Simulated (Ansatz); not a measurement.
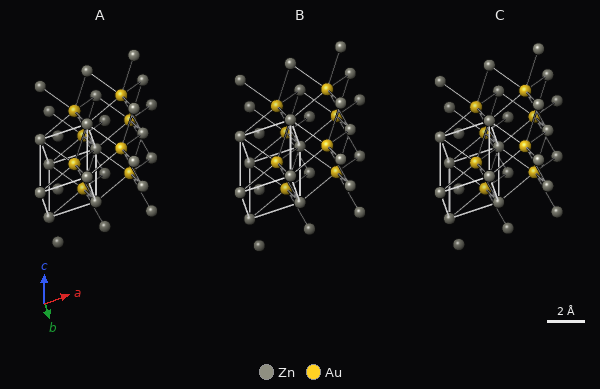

3 geometries from one relaxation of a crystal of ZnAu (built on the tungsten carbide_187 type) (coarse preliminary run), in shuffled order. Style: ball-and-stick. Shown: the cell of the calculation, repeated 2 × 2 × 2 with one cell outlined, from a free direction.

Case: tungsten carbide type (P-6m2, No. 187).

All numbers below come from Ansatz 0.2.0, DFT PBE, scalar-relativistic, plane waves, PAW. (plane-wave cutoff 420 eV; k-point mesh 6 × 6 × 6; occupations gaussian; smearing width 0.1 eV; no spin polarisation; cell and atoms relaxed; force threshold 0.04 eV/Å; at most 70 steps)

> Put them in the order of the run, from the start to the converged end.

A, C, B. They are steps 0, 1, 4, at +258 meV per atom, +20.2 meV per atom relative to the last. The atoms keep their places relative to the cell (all moves are under 0.005 Å). The drawn cell changes as follows: a = b 3.277 → 3.515 Å (+7.2 %), c 3.197 → 3.386 Å (+5.9 %); the volume changes by +21.8 %. Among the contacts that change: Au–Zn 2.477 → 2.643 Å. The space group stays P-6m2 (No. 187). Over 3 accepted moves (4 points after the start) the energy falls by 258 meV per atom. All forces vanish by symmetry, so only the cell relaxes. Pressure: 31.28 GPa at the start and 0.28 GPa at the end. At 1 point the geometry stayed and the basis and grid were re-selected for the new cell (energy shift of 2.4 meV per atom at most each time). The run took 8.4 s on 1 thread of Arm Neoverse V2, with other jobs on the host, peak memory 0.28 GiB.
